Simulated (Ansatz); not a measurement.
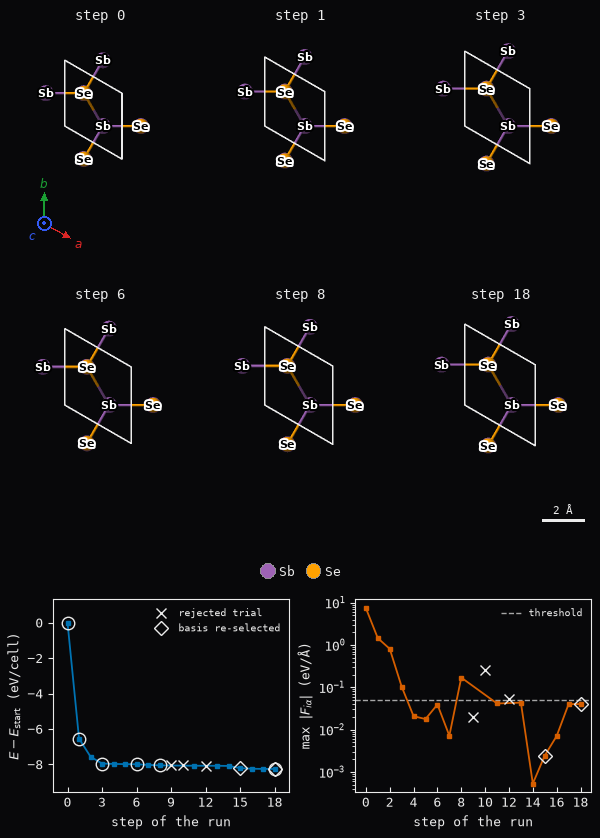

Frames of a relaxation of solid SbSe₂ (a generated structure, set up in P6_3/mmc) (coarse preliminary run), marked on the history of the run. The picture is a ball-and-stick view of the cell of the calculation, seen along the c axis.

Case: W → Sb on all its sites, cell and atoms relaxed.

The calculation used Ansatz, DFT PBEsol, scalar-relativistic, plane waves, PAW. Set-up: plane-wave cutoff 420 eV; k-point mesh 6 × 6 × 2; occupations gaussian; smearing width 0.1 eV; no spin polarisation; cell and atoms relaxed; force threshold 0.05 eV/Å; at most 60 steps.

What happens along the run?

Answer. The largest moves relative to the cell, 0.31 Å, are those of Se atoms. Sb stays in place. The volume changes by +37.0 %, with a = b 3.144 → 3.867 Å (+23.0 %), c 12.711 → 11.509 Å (−9.5 %). Some distances before and after: Se–Se 3.144 → 3.867 Å, Se–Se 3.624 → 3.143 Å, Sb–Se 2.426 → 2.850 Å, Se–Se 3.219 → 3.542 Å. Bond angles that change, for instance: Se–Sb–Se 83.1° → 76.8°, Se–Sb–Se 80.8° → 85.4°, Sb–Se–Sb 80.8° → 85.4°. The space group stays P6_3/mmc (No. 194). The energy falls by 8.254 eV per cell of the calculation in 13 accepted moves (18 points after the start). The largest force component goes from 7.4 to 0.04 eV/Å. The pressure goes from 63.46 to 0.02 GPa. The line search rejected the trial steps at points 9, 10, 12 of the run. At 2 points the geometry stayed and the basis and grid were re-selected for the new cell (energy shift of 0.123 eV per cell of the calculation at most each time). From step 0 to 1: Se atoms move most (0.17 Å), volume +15.0 %, energy −6.538 eV per cell of the calculation. From step 1 to 3: Se atoms move most (0.02 Å), volume +20.0 %, energy −1.412 eV per cell of the calculation. From step 3 to 6: Se atoms move most (0.04 Å), volume +0.9 %, energy −41.1 meV per cell of the calculation. From step 6 to 8: Se atoms move most (0.10 Å), volume −4.0 %, energy −63.0 meV per cell of the calculation. From step 8 to 18: Se atoms move most (0.05 Å), volume +2.5 %, energy −0.201 eV per cell of the calculation.

```json
{"step": "0", "E − E(0), meV/atom": "0.00", "largest force component, eV/Å": "7.4304", "pressure, GPa": "63.46", "volume, Å³/atom": "18.139", "note": ""}
{"step": "1", "E − E(0), meV/atom": "-1089.60", "largest force component, eV/Å": "1.4524", "pressure, GPa": "18.20", "volume, Å³/atom": "20.861", "note": ""}
{"step": "2", "E − E(0), meV/atom": "-1260.55", "largest force component, eV/Å": "0.8122", "pressure, GPa": "8.52", "volume, Å³/atom": "23.118", "note": ""}
{"step": "3", "E − E(0), meV/atom": "-1324.91", "largest force component, eV/Å": "0.1040", "pressure, GPa": "1.53", "volume, Å³/atom": "25.042", "note": ""}
{"step": "4", "E − E(0), meV/atom": "-1328.68", "largest force component, eV/Å": "0.0208", "pressure, GPa": "0.05", "volume, Å³/atom": "25.552", "note": ""}
{"step": "5", "E − E(0), meV/atom": "-1330.29", "largest force component, eV/Å": "0.0178", "pressure, GPa": "-0.21", "volume, Å³/atom": "25.385", "note": ""}
{"step": "6", "E − E(0), meV/atom": "-1331.76", "largest force component, eV/Å": "0.0393", "pressure, GPa": "-0.24", "volume, Å³/atom": "25.255", "note": ""}
{"step": "7", "E − E(0), meV/atom": "-1337.61", "largest force component, eV/Å": "0.0072", "pressure, GPa": "0.00", "volume, Å³/atom": "24.725", "note": ""}
{"step": "8", "E − E(0), meV/atom": "-1342.26", "largest force component, eV/Å": "0.1699", "pressure, GPa": "0.61", "volume, Å³/atom": "24.236", "note": ""}
{"step": "9", "E − E(0), meV/atom": "-1342.29", "largest force component, eV/Å": "0.0201", "pressure, GPa": "1.12", "volume, Å³/atom": "23.702", "note": "rejected"}
{"step": "10", "E − E(0), meV/atom": "-1340.89", "largest force component, eV/Å": "0.2566", "pressure, GPa": "-1.51", "volume, Å³/atom": "24.381", "note": "rejected"}
{"step": "11", "E − E(0), meV/atom": "-1345.56", "largest force component, eV/Å": "0.0415", "pressure, GPa": "-0.19", "volume, Å³/atom": "24.239", "note": ""}
{"step": "12", "E − E(0), meV/atom": "-1345.55", "largest force component, eV/Å": "0.0522", "pressure, GPa": "0.64", "volume, Å³/atom": "23.956", "note": "rejected"}
{"step": "13", "E − E(0), meV/atom": "-1345.95", "largest force component, eV/Å": "0.0435", "pressure, GPa": "-0.11", "volume, Å³/atom": "24.203", "note": ""}
{"step": "14", "E − E(0), meV/atom": "-1347.33", "largest force component, eV/Å": "0.0005", "pressure, GPa": "0.02", "volume, Å³/atom": "24.068", "note": ""}
{"step": "15", "E − E(0), meV/atom": "-1367.82", "largest force component, eV/Å": "0.0024", "pressure, GPa": "1.51", "volume, Å³/atom": "24.068", "note": "same geometry, new basis"}
{"step": "16", "E − E(0), meV/atom": "-1373.73", "largest force component, eV/Å": "0.0071", "pressure, GPa": "0.79", "volume, Å³/atom": "24.419", "note": ""}
{"step": "17", "E − E(0), meV/atom": "-1375.58", "largest force component, eV/Å": "0.0401", "pressure, GPa": "0.03", "volume, Å³/atom": "24.846", "note": ""}
{"step": "18", "E − E(0), meV/atom": "-1375.70", "largest force component, eV/Å": "0.0402", "pressure, GPa": "0.02", "volume, Å³/atom": "24.846", "note": "same geometry, new basis"}
```

Limits of the set-up: layers or molecules are held without a dispersion correction, so their spacing is unreliable.
